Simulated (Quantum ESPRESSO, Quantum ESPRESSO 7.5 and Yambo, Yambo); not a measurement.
## A GW chain in Yambo: P (puckered monolayer)

How does a plane-wave GW calculation on P (puckered monolayer) run from the first input to the gap?

Calculated with Quantum ESPRESSO 7.5 and Yambo 5.3.0; PBE and many-body steps on it, plane waves.

**Experimental background.**

- Gap 1.7 eV: optical gap from reflectance; reflectance microscopy; 77 K; monolayer (“High Yield Growth and Doping of Black Phosphorus with Tunable Electronic Properties”, 2020, arxiv:2007.09381).

- Gap 1 eV: monolayer transport gap from transistor characteristics; field-effect transistor transfer characteristics; monolayer (quoted in “Exceptional and Anisotropic Transport Properties of Photocarriers in Black Phosphorus”, 2015, arxiv:1503.08525).

- Gap 2.2 eV: quasiparticle gap; monolayer (quoted in “Experimental evidence of monolayer arsenene: An exotic two-dimensional semiconducting material”, 2018, arxiv:1812.05978).

- Gap 1.67 eV: optical gap of monolayer from PL emission peak; photoluminescence; 300 K; monolayer (exfoliated monolayer) (“Infrared fingerprints of few-layer black phosphorus”, 2016, arxiv:1607.08049).

- Gap 2.102 ± 0.015 eV: optical gap, neutral exciton PL emission energy (mean over flakes); low-temperature micro-photoluminescence; monolayer (exfoliated flakes on Si with about 2 nm native oxide) on Si (“Excitons in atomically thin black phosphorus”, 2016, arxiv:1601.01110).

This is a selection; 2 further reports are not listed.

### Step 1. The starting structure

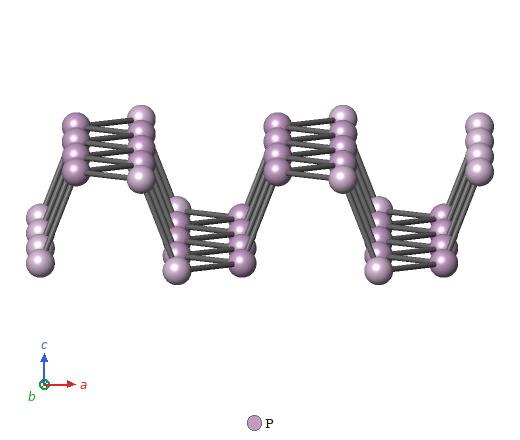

The starting structure, seen nearly edge on (phosphorus pink). 2×3×1 cells are drawn. Some periodic images of atoms are drawn too.

The cell holds 4 atoms: 4 P. Cell: a = 4.627 Å, b = 3.304 Å, c = 14.000 Å, α = 90.0°, β = 90.0°, γ = 90.0°. Vacuum lies along c.

Coordinates:

```cif
data_structure
_symmetry_space_group_name_H-M 'P 1'
_symmetry_Int_Tables_number 1
_cell_length_a 4.6272
_cell_length_b 3.3044
_cell_length_c 14.0000
_cell_angle_alpha 90.000
_cell_angle_beta 90.000
_cell_angle_gamma 90.000
_cell_volume 214.06
loop_
_atom_site_label
_atom_site_type_symbol
_atom_site_fract_x
_atom_site_fract_y
_atom_site_fract_z
_atom_site_occupancy
P1 P 0.08877 0.00000 0.57527 1
P2 P 0.41123 0.50000 0.57527 1
P3 P 0.58877 0.50000 0.42473 1
P4 P 0.91123 0.00000 0.42473 1
```

The structure was relaxed with PBE. The runs that relaxed it are not among those shown.

### Step 2. Ground state

This step: Quantum ESPRESSO 7.5; DFT, PBE, plane waves, norm-conserving pseudopotentials.

The ground-state density comes first.

pw.in

```
&control
  calculation = 'scf'
  prefix = 'x'
  outdir = 'o'
  pseudo_dir = 'pseudo'
/
&system
  ibrav = 0
  nat = 4
  ntyp = 1
  ecutwfc = 36.0
  nbnd = 16
  force_symmorphic = .true.
/
&electrons
  conv_thr = 1e-10
  electron_maxstep = 80
  mixing_beta = 0.5
/
ATOMIC_SPECIES
  P 30.974 P.upf
CELL_PARAMETERS angstrom
  4.6271599610 0.0000000000 0.0000000000
  0.0000000000 3.3043513570 0.0000000000
  0.0000000000 0.0000000000 14.0000000000
ATOMIC_POSITIONS crystal
  P 0.0887696193 0.0000000000 0.5752654040
  P 0.4112303807 0.5000000000 0.5752654040
  P 0.5887696193 0.5000000000 0.4247346300
  P 0.9112303807 0.0000000000 0.4247346300
K_POINTS automatic
  8 10 1 0 0 0
```

Launch:

```sh
$ OMP_NUM_THREADS=1 mpirun -n 8 pw.x -nk 8 -in pw.in > pw.out
```

The program printed:

```text
Program PWSCF v.7.5 starts

     This program is part of the open-source Quantum ESPRESSO suite
     for quantum simulation of materials; please cite
         "P. Giannozzi et al., J. Phys.:Condens. Matter 21 395502 (2009);
         "P. Giannozzi et al., J. Phys.:Condens. Matter 29 465901 (2017);
         "P. Giannozzi et al., J. Chem. Phys. 152 154105 (2020);
     in publications or presentations arising from this work. More details at
     Message from routine setup:
     using ibrav=0 with symmetry is DISCOURAGED, use correct ibrav instead

     G-vector sticks info

     bravais-lattice index     =            0
     lattice parameter (alat)  =       8.7441  a.u.
     unit-cell volume          =    1444.5260 (a.u.)^3
     number of atoms/cell      =            4
     number of atomic types    =            1
     number of electrons       =        20.00
     number of Kohn-Sham states=           16
     kinetic-energy cutoff     =      36.0000  Ry
     charge density cutoff     =     144.0000  Ry
     scf convergence threshold =      1.0E-10
     mixing beta               =       0.5000
     number of iterations used =            8  plain     mixing
     Exchange-correlation= PBE
                           (   1   4   3   4   0   0   0)

     celldm(1)=   8.744065  celldm(2)=   0.000000  celldm(3)=   0.000000
     celldm(4)=   0.000000  celldm(5)=   0.000000  celldm(6)=   0.000000

     crystal axes: (cart. coord. in units of alat)
               a(1) = (   1.000000   0.000000   0.000000 )
               a(2) = (   0.000000   0.714121   0.000000 )
               a(3) = (   0.000000   0.000000   3.025614 )

     reciprocal axes: (cart. coord. in units 2 pi/alat)
               b(1) = (  1.000000  0.000000  0.000000 )
               b(2) = (  0.000000  1.400323  0.000000 )
               b(3) = (  0.000000  0.000000  0.330511 )
     Pseudo is Norm-conserving + core correction, Zval =  5.0
     Generated using ONCVPSP code by D. R. Hamann
     Using radial grid of 1298 points,  6 beta functions with:
     P                 5.00    30.97400     P ( 1.00)

      4 Sym. Ops., with inversion, found

   Cartesian axes

     site n.     atom                  positions (alat units)
         1        P      tau(   1) = (   0.0887696   0.0000000   1.7405311  )
         2        P      tau(   2) = (   0.4112304   0.3570604   1.7405311  )
         3        P      tau(   3) = (   0.5887696   0.3570604   1.2850830  )
         4        P      tau(   4) = (   0.9112304   0.0000000   1.2850830  )

     number of k points=    30
                       cart. coord. in units 2pi/alat
        k(    1) = (   0.0000000   0.0000000   0.0000000), wk =   0.0250000
        k(    2) = (   0.0000000   0.1400323   0.0000000), wk =   0.0500000
        k(    3) = (   0.0000000   0.2800646   0.0000000), wk =   0.0500000
        k(    4) = (   0.0000000   0.4200970   0.0000000), wk =   0.0500000
        k(    5) = (   0.0000000   0.5601293   0.0000000), wk =   0.0500000
        k(    6) = (   0.0000000  -0.7001616   0.0000000), wk =   0.0250000
        k(    7) = (   0.1250000   0.0000000   0.0000000), wk =   0.0500000
        k(    8) = (   0.1250000   0.1400323   0.0000000), wk =   0.1000000
        k(    9) = (   0.1250000   0.2800646   0.0000000), wk =   0.1000000
        k(   10) = (   0.1250000   0.4200970   0.0000000), wk =   0.1000000
     [... 18 further rows ...]
        k(   29) = (  -0.5000000   0.5601293   0.0000000), wk =   0.0500000
        k(   30) = (  -0.5000000  -0.7001616   0.0000000), wk =   0.0250000

     Dense  grid:    42135 G-vectors     FFT dimensions: (  36,  24, 108)

     Initial potential from superposition of free atoms

     starting charge      19.9994, renormalised to      20.0000
     Starting wfcs are   16 randomized atomic wfcs

     per-process dynamical memory:    36.1 Mb

     Self-consistent Calculation

     iteration #  1     ecut=    36.00 Ry     beta= 0.50

     Threshold (ethr) on eigenvalues was too large:
     Diagonalizing with lowered threshold

     total energy              =     -55.39353951 Ry
     estimated scf accuracy    <       0.06360606 Ry

     iteration #  2     ecut=    36.00 Ry     beta= 0.50

     total energy              =     -55.39341003 Ry
     estimated scf accuracy    <       0.01166156 Ry

     iteration #  3     ecut=    36.00 Ry     beta= 0.50

     total energy              =     -55.39401512 Ry
     estimated scf accuracy    <       0.00022958 Ry

     iteration #  4     ecut=    36.00 Ry     beta= 0.50

     total energy              =     -55.39410088 Ry
     estimated scf accuracy    <       0.00002297 Ry

     iteration #  5     ecut=    36.00 Ry     beta= 0.50

     total energy              =     -55.39410487 Ry
     estimated scf accuracy    <       0.00000171 Ry

     iteration #  6     ecut=    36.00 Ry     beta= 0.50

     total energy              =     -55.39410532 Ry
     estimated scf accuracy    <       0.00000011 Ry

     iteration #  7     ecut=    36.00 Ry     beta= 0.50

     total energy              =     -55.39410536 Ry
     estimated scf accuracy    <       0.00000002 Ry

     iteration #  8     ecut=    36.00 Ry     beta= 0.50

     total energy              =     -55.39410537 Ry
     estimated scf accuracy    <          8.5E-10 Ry

     iteration #  9     ecut=    36.00 Ry     beta= 0.50

     total energy              =     -55.39410537 Ry
     estimated scf accuracy    <          1.2E-10 Ry

     iteration # 10     ecut=    36.00 Ry     beta= 0.50

     End of self-consistent calculation

          k = 0.0000 0.0000 0.0000 (  5269 PWs)   bands (ev):

   -15.6602 -13.2036  -9.9048  -6.3707  -5.4491  -5.2021  -4.0400  -2.4635
    -2.3761  -0.7382   0.1694   0.9047   1.9161   2.5506   3.7418   3.7988

          k = 0.0000 0.1400 0.0000 (  5272 PWs)   bands (ev):

   -15.5418 -13.0798  -9.9528  -6.2815  -5.5568  -5.0979  -4.6857  -3.1109
    -2.3315  -0.7626   0.2799   1.8741   1.9288   2.8067   3.8741   3.9060

          k = 0.0000 0.2801 0.0000 (  5258 PWs)   bands (ev):

   -15.1890 -12.7095 -10.1976  -6.2147  -6.0304  -5.6813  -4.7943  -3.7875
    -2.2775  -0.9587   0.6014   0.8984   3.2587   3.3621   3.8844   4.2675

          k = 0.0000 0.4201 0.0000 (  5264 PWs)   bands (ev):

     [... further k-points ...]

     highest occupied, lowest unoccupied level (ev):    -0.7382    0.1694

!    total energy              =     -55.39410537 Ry
     estimated scf accuracy    <          6.3E-11 Ry

     The total energy is the sum of the following terms:
     one-electron contribution =    -191.91508242 Ry
     hartree contribution      =      99.77041264 Ry
     xc contribution           =     -16.31287725 Ry
     ewald contribution        =      53.06344167 Ry

     convergence has been achieved in  10 iterations

     XML data file, charge density, pseudopotentials, collected wavefunctions

=------------------------------------------------------------------------------=
   JOB DONE.
=------------------------------------------------------------------------------=
```

It took 12 s on 8 MPI ranks of Arm Neoverse V2, shared host; peak memory 0.6 GiB; 59 s of CPU time.

Numbers from this step:

| Quantity | Value |
| --- | --- |
| total energy | -753.6752 eV |
| gap | 0.9076 eV |
| k of the valence top | 0, 0, 0 |
| k of the conduction bottom | 0, 0, 0 |
| least direct gap | 0.9076 eV |

The gap is direct, at Γ.

### Step 3. Empty states on the mesh, 6×6×1 mesh, 70 bands

The sums over transitions need many empty states on a uniform mesh; this step solves for them.

Edit pw.in of step 2 so:

```diff
@@ -1,3 +1,3 @@
 &control
-  calculation = 'scf'
+  calculation = 'nscf'
   prefix = 'x'
@@ -11,3 +11,3 @@
   ecutwfc = 36.0
-  nbnd = 16
+  nbnd = 70
   force_symmorphic = .true.
@@ -15,5 +15,6 @@
 &electrons
-  conv_thr = 1e-10
+  conv_thr = 1e-9
   electron_maxstep = 80
-  mixing_beta = 0.5
+  diago_full_acc = .true.
+  diago_thr_init = 5e-6
 /
@@ -31,2 +32,2 @@
 K_POINTS automatic
-  8 10 1 0 0 0
+  6 6 1 0 0 0
```

Launch:

```sh
$ OMP_NUM_THREADS=1 mpirun -n 8 pw.x -nk 4 -in pw.in > pw.out
```

The program printed:

```text
[banner, memory and clock lines left out]
Program PWSCF v.7.5 starts

     Atomic positions and unit cell read from directory:
     o/x.save/

     Message from routine setup:
     using ibrav=0 with symmetry is DISCOURAGED, use correct ibrav instead

     bravais-lattice index     =            0
     lattice parameter (alat)  =       8.7441  a.u.
     unit-cell volume          =    1444.5260 (a.u.)^3
     number of atoms/cell      =            4
     number of atomic types    =            1
     number of electrons       =        20.00
     number of Kohn-Sham states=           70
     kinetic-energy cutoff     =      36.0000  Ry
     charge density cutoff     =     144.0000  Ry
     Exchange-correlation= PBE
                           (   1   4   3   4   0   0   0)

     celldm(1)=   8.744065  celldm(2)=   0.000000  celldm(3)=   0.000000
     celldm(4)=   0.000000  celldm(5)=   0.000000  celldm(6)=   0.000000

     crystal axes: (cart. coord. in units of alat)
               a(1) = (   1.000000   0.000000   0.000000 )
               a(2) = (   0.000000   0.714121   0.000000 )
               a(3) = (   0.000000   0.000000   3.025614 )

     reciprocal axes: (cart. coord. in units 2 pi/alat)
               b(1) = (  1.000000  0.000000  0.000000 )
               b(2) = (  0.000000  1.400323  0.000000 )
               b(3) = (  0.000000  0.000000  0.330511 )
     Pseudo is Norm-conserving + core correction, Zval =  5.0
     Generated using ONCVPSP code by D. R. Hamann
     Using radial grid of 1298 points,  6 beta functions with:
     P                 5.00    30.97400     P ( 1.00)

      4 Sym. Ops., with inversion, found

   Cartesian axes

     site n.     atom                  positions (alat units)
         1        P      tau(   1) = (   0.0887696   0.0000000   1.7405311  )
         2        P      tau(   2) = (   0.4112304   0.3570604   1.7405311  )
         3        P      tau(   3) = (   0.5887696   0.3570604   1.2850830  )
         4        P      tau(   4) = (   0.9112304   0.0000000   1.2850830  )

     number of k points=    16
                       cart. coord. in units 2pi/alat
        k(    1) = (   0.0000000   0.0000000   0.0000000), wk =   0.0555556
        k(    2) = (   0.0000000   0.2333872   0.0000000), wk =   0.1111111
        k(    3) = (   0.0000000   0.4667744   0.0000000), wk =   0.1111111
[...]
[... 4 further rows ...]
        k(   15) = (  -0.5000000   0.4667744   0.0000000), wk =   0.1111111
        k(   16) = (  -0.5000000  -0.7001616   0.0000000), wk =   0.0555556

     Dense  grid:    42135 G-vectors     FFT dimensions: (  36,  24, 108)

     The potential is recalculated from file :
     o/x.save/charge-density

     Starting wfcs are   16 randomized atomic wfcs +   54 random wfcs

     Band Structure Calculation

     End of band structure calculation

          k = 0.0000 0.0000 0.0000 (  5269 PWs)   bands (ev):

   -15.6601 -13.2036  -9.9047  -6.3707  -5.4491  -5.2020  -4.0400  -2.4635
    -2.3760  -0.7381   0.1695   0.9047   1.9161   2.5507   3.7418   3.7988
     5.2578   5.6338   5.7822   6.2375   6.3131   7.1976   7.3708   8.5129
[...]
22.5396  22.6203  23.2807  23.6469  23.6523  23.7685

          k = 0.0000 0.2334 0.0000 (  5280 PWs)   bands (ev):

[...]
21.6793  22.0882  22.3541  22.4186  22.5919  22.8052

          k = 0.0000 0.4668 0.0000 (  5286 PWs)   bands (ev):

[...]
17.0496  17.2898  17.4847  17.6943  17.8004  17.8082  18.3250  18.3296
    18.4329  18.6059  19.1036  19.1300  19.7536  20.2576  20.7806  21.0444
    21.1171  21.3265  21.4919  21.6530  22.1546  22.1839

          k = 0.0000-0.7002 0.0000 (  5320 PWs)   bands (ev):

     [... further k-points ...]

     highest occupied, lowest unoccupied level (ev):    -0.7381    0.1695

     XML data file, pseudopotentials, collected wavefunctions
```

It took 14 s on 8 MPI ranks; peak memory 0.5 GiB.

This step gave:

```
gap                                                           : 0.9076 eV
k of the valence top                                          : 0, 0, 0
k of the conduction bottom                                    : 0, 0, 0
least direct gap                                              : 0.9076 eV
k points computed                                             : 16
lowest point of the top converged band, above the valence top : 22.67 eV
```

On this mesh the gap is 0.908 eV.

### Step 4. Conversion and set-up

This step: Yambo 5.3.0; conversion and set-up on PBE, plane waves, norm-conserving pseudopotentials.

The states are converted to the many-body program's format and the q mesh is built.

Launch:

```sh
$ (cd o/x.save; p2y > p2y.log; mv SAVE ../..); yambo > setup.log
```

The program printed:

```text
 Yambo, version 5.3.0

 [02] CORE Variables Setup
 =========================

  [02.01] Unit cells
  ==================

  Cell kind             :  Unknown
  Atoms in the cell     :  P
  number of P  atoms    :   4

  List of atomic masses
  Mass of P     :  30.97400

  List of atomic coordinates    : [cc]
  P1       :   0.77621   0.00000  15.21932  order 1
  P2       :   3.59583   3.12216  15.21932  order 2
  P3       :   5.14824   3.12216  11.23685  order 3
  P4       :   7.96786   0.00000  11.23685  order 4

  Alat factors          :   8.74407   6.24432  26.45617 [a.u.]
  Direct lattice volume :   1444.53    [a.u.]
  Direct lattice vectors:  A[ 1 ]  A[ 2 ]  A[ 3 ]
   A[ 1 ]:  1.000000  0.000000  0.000000  [iru]
   8.744065  0.000000  0.000000  [cc]
   A[ 2 ]:  0.000000  1.000000  0.000000  [iru]
   0.000000  6.244319  0.000000  [cc]
   A[ 3 ]:  0.000000  0.000000  1.000000  [iru]
    0.00000   0.00000  26.45617  [cc]

  Recip. lattice volume :  0.171717 [a.u.]
  Recip. lattice vectors:  B[ 1 ]  B[ 2 ]  B[ 3 ]
   B[ 1 ]:  1.000000  0.000000  0.000000  [iku]
   0.718566  0.000000  0.000000  [cc]
   B[ 2 ]:  0.000000  1.000000  0.000000  [iku]
   0.000000  1.006224  0.000000  [cc]
   B[ 3 ]:  0.000000  0.000000  1.000000  [iku]
   0.000000  0.000000  0.237494  [cc]

  [02.02] Symmetries
  ==================

  Inversion symmetry    : yes
  Spatial inversion     : yes
  Inversion index       :  3
  K-space Time-reversal : no
  Magnetic symmetries   : no
  Group table correct   : yes
  Symmetries units      :  [cc]

   [S 1]:  1.000000  0.000000  0.000000  0.000000  1.000000  0.000000  0.000000  0.000000  1.000000
   [S 2]: -1.000000  0.000000  0.000000  0.000000  1.000000  0.000000  0.000000  0.000000 -1.000000
   [S 3]: -1.000000  0.000000  0.000000  0.000000 -1.000000  0.000000  0.000000  0.000000 -1.000000
   [S 4]:  1.000000  0.000000  0.000000  0.000000 -1.000000  0.000000  0.000000  0.000000  1.000000

  [02.03] Reciprocal space
  ========================

  nG shells         :   5854
  nG charge         :   42135
  nG WFs            :   6937
  nC WFs            :   5320
  G-vecs. in first 80 shells:  [ Number ]
    1   3   5   7   9  13  17  19  21
    25   29   33   35   39   43   47   55   63
    67   71   73   81   83   87   91   95  103
[...]
331   339   347   355   363   367   371   379
  ...
  Shell energy in first 80 shells:  [ mHa ]
[...]
2311.34      2323.52      2351.72      2395.95      2414.56      2436.32      2476.20      2536.96      2542.51
    2554.18      2569.32      2577.33      2730.02      2734.37      2774.74      2790.58      2820.17      2829.76
    2837.58      2857.96      2920.80      2942.57      2988.19      3028.56      3040.24      3048.75
  ...

  [02.04] K-grid lattice
  ======================

  Compatible Grid is   : 2D
  Base K vectors       :  K_min[ 1 ]  K_min[ 2 ]  K_min[ 3 ]
[...]
K [15]         [rlu]: -0.500000  0.333333  0.000000
         WF components:   5278
  K [16]         [rlu]: -0.500000 -0.500000  0.000000
         WF components:   5268

  [02.05] Energies & Occupations
  ==============================

  [X] === General ===
  [X] Electronic Temperature                        :  0.000000  0.000000 [eV K]
  [X] Bosonic    Temperature                        :  0.000000  0.000000 [eV K]
  [X] Finite Temperature mode                       : no
  [X] El. density                                   :  0.93433E+23 [cm-3]
  [X] Fermi Level                                   : -0.738122 [eV]

  [X] === Gaps and Widths ===
  [X] Conduction Band Min                           :  0.907577 [eV]
  [X] Valence Band Max                              :  0.000000 [eV]
  [X] Filled Bands                                  :  10
  [X] Empty Bands                                   :   11   70
  [X] Direct Gap                                    :  0.907577 [eV]
  [X] Direct Gap localized at k                     :  1
  [X] Indirect Gap                                  :  0.907577 [eV]
  [X] Indirect Gap between kpts                     :  1  1
  [X] Last valence band width                       :  1.926594 [eV]
  [X] 1st conduction band width                     :  1.893679 [eV]

  E @ K [ 1]:  [eV]
  -14.92202 -12.46547  -9.16657  -5.63256  -4.71094  -4.46390  -3.30183  -1.72536
[...]
occ @ K [ 1]
[...]
E @ K [ 2]:  [eV]
[...]
occ @ K [ 2]
[...]
E @ K [ 3]:  [eV]
[...]
occ @ K [ 3]
[...]
E @ K [ 8]:  [eV]
[...]
occ @ K [ 8]
[...]
E @ K [ 9]:  [eV]
[...]
occ @ K [ 9]
[...]
E @ K [10]:  [eV]
[...]
occ @ K [10]
[...]
E @ K [11]:  [eV]
[...]
occ @ K [11]
[...]
E @ K [12]:  [eV]
[...]
occ @ K [12]
[...]
E @ K [13]:  [eV]
[...]
occ @ K [13]
[...]
E @ K [14]:  [eV]
[...]
occ @ K [14]
[...]
E @ K [15]:  [eV]
[...]
occ @ K [15]
[...]
E @ K [16]:  [eV]
[...]
occ @ K [16]
[...]
2.000000  2.000000  0.000000  0.000000  0.000000  0.000000  0.000000  0.000000
   0.000000  0.000000  0.000000  0.000000  0.000000  0.000000  0.000000  0.000000

 [03] Transferred momenta grid and indexing
 ==========================================

 IBZ Q-points                                      :  16
 BZ  Q-points                                      :   36

 K/Q-points units:
 rlu = crystal or reduced units; cc = cartesian coordinates; iku = interal k-units

 Q [ 1]         [rlu]:  0.000000  0.000000  0.000000
 Q [ 2]         [rlu]:  0.000000  0.166667  0.000000
 Q [ 3]         [rlu]:  0.000000  0.333333  0.000000
[...]
Q [ 8]         [rlu]:  0.166667 -0.500000  0.000000
 Q [ 9]         [rlu]:  0.333333  0.000000  0.000000
 Q [10]         [rlu]:  0.333333  0.166667  0.000000
     [... 4 further rows ...]
 Q [15]         [rlu]: -0.500000  0.333333  0.000000
 Q [16]         [rlu]: -0.500000 -0.500000  0.000000

  [03.01] X indexes
  =================

   [03.01.01] Sigma indexes
   ========================

 [06] Game Over & Game summary
```

The job ended after 2.2 s (1 MPI rank; peak memory 0.24 GiB).

(Continued in part 2 of 2.)

[Paths, hosts, dates, memory and timing lines, banners, echoed tables and standing remarks are left out of the program output.]

[Logs are printed without paths, hosts, clocks, repeated set-up lines and the standing remarks that a program may print on its own settings, such as how far it seeks lower states.]

[Runs of the session that timed out or met a known fault of the program may be left out.]

[Hosts, paths, dates, database ids (printed as entryN), source tags and the programs' standing remarks are cut or masked in the printed files.]
